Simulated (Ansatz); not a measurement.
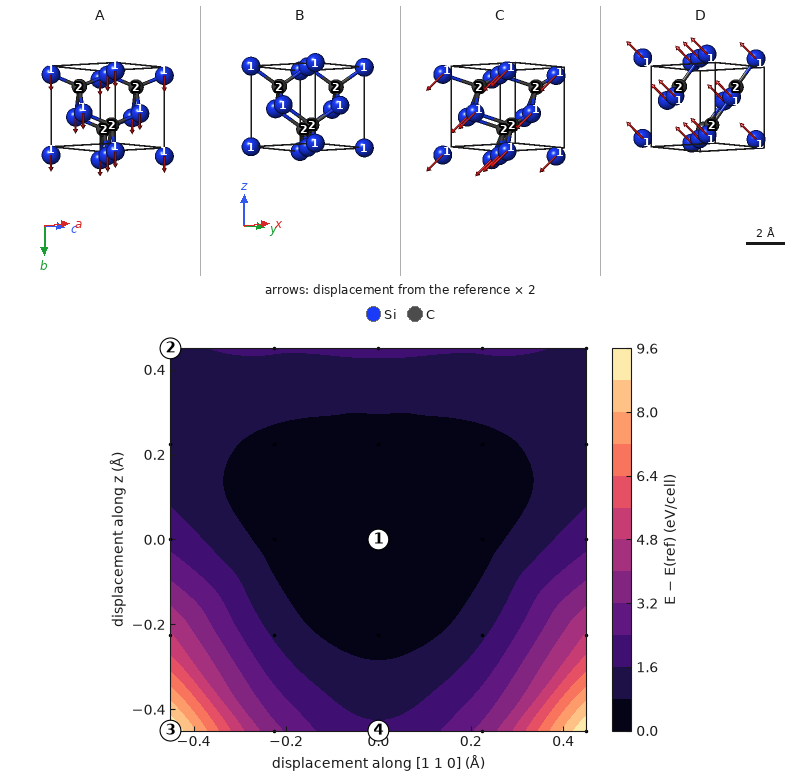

A scan of solid SiC (F-43m): Si1 (one in each cell of 2 atoms) is moved over the plane of the Cartesian directions [1 1 0] and z, all else fixed. The map is interpolated between the computed points (dots). The frames are shuffled; each belongs to one numbered point. Style: ball-and-stick. Shown: the conventional cell (4 times the calculation's cell), nearly along the normal of the scanned plane. Red arrows: displacements from the reference. Lengths and directions refer to the drawn axes.

Method: DFT PBE, scalar-relativistic, plane waves, PAW (Ansatz). Settings: plane-wave cutoff 420 eV; k-point mesh 12 × 12 × 12; occupations gaussian; smearing width 0.05 eV; no spin polarisation. Energies (free energies at the smearing named) are counted from the cell as listed in its source, which wasn't relaxed.

**Which frame belongs to which numbered point?**

Point 1 is frame B, at (0.000, 0.000) and 0.00 eV/cell; 2 is frame D, at (−0.450, 0.450) and 1.53 eV/cell; 3 is frame C, at (−0.450, −0.450) and 9.58 eV/cell; 4 is frame A, at (0.000, −0.450) and 1.73 eV/cell. In pairs of (displacement along [1 1 0] (Å); displacement along z (Å)): the lowest computed point lies at (0.000, 0.000) (0.00 eV/cell), the highest at (−0.450, −0.450), (0.450, −0.450) (9.58 eV/cell). The band gap on the mesh, 1.35 eV in the reference, closes at 7 of the 13 computed points.
